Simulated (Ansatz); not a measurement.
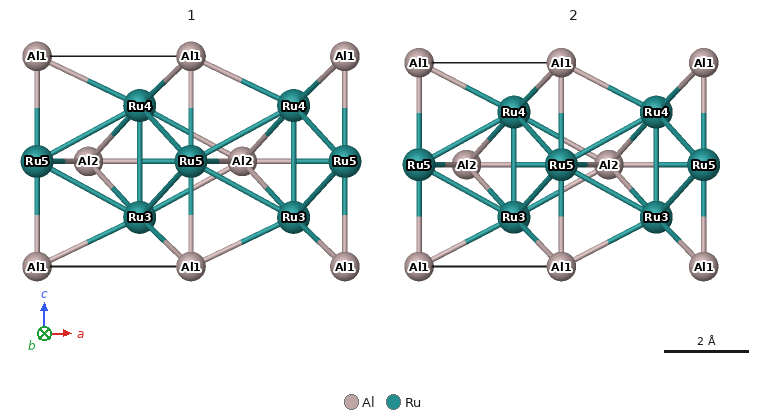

Two geometries of crystalline Al₂Ru₃ (a generated structure, set up in P-6m2) (coarse preliminary run), drawn at one scale. One is the start of a relaxation, the other its converged end. A ball-and-stick model of the cell of the calculation, repeated 2 × 1 × 1 with one cell outlined, seen along the b axis.

Method: DFT PBE, scalar-relativistic, plane waves, PAW (Ansatz). Set-up: plane-wave cutoff 420 eV; k-point mesh 6 × 6 × 4; occupations gaussian; smearing width 0.1 eV; no spin polarisation; cell and atoms relaxed; force threshold 0.04 eV/Å; at most 70 steps.

> Which of the two is the end point?

Structure 1 is the relaxed one. The largest moves relative to the cell, 0.042 Å, are those of Ru3 and Ru4. Ru3 goes along −c. Al stays in place. The drawn cell changes as follows: a = b 3.928 → 4.249 Å (+8.2 %), c 4.872 → 5.025 Å (+3.1 %); the volume changes by +20.6 %. Some distances before and after: Ru3–Ru5 2.592 → 2.793 Å, Al2–Ru3 2.592 → 2.793 Å, Al2–Ru5 2.268 → 2.453 Å, Al1–Ru3 2.557 → 2.720 Å. The space group stays P-6m2 (No. 187). After 6 accepted moves (8 points after the start) the energy has fallen by 1.875 eV per cell of the calculation. The largest force component goes from 1.8 to 0.0013 eV/Å. Pressure: 50.58 GPa at the start and 0.02 GPa at the end. At 2 points the geometry stayed and the basis and grid were re-selected for the new cell (energy shift of 15.7 meV per cell of the calculation at most each time). Cost: 44 s on 1 thread of Arm Neoverse V1, with other jobs on the host, peak memory 0.33 GiB.
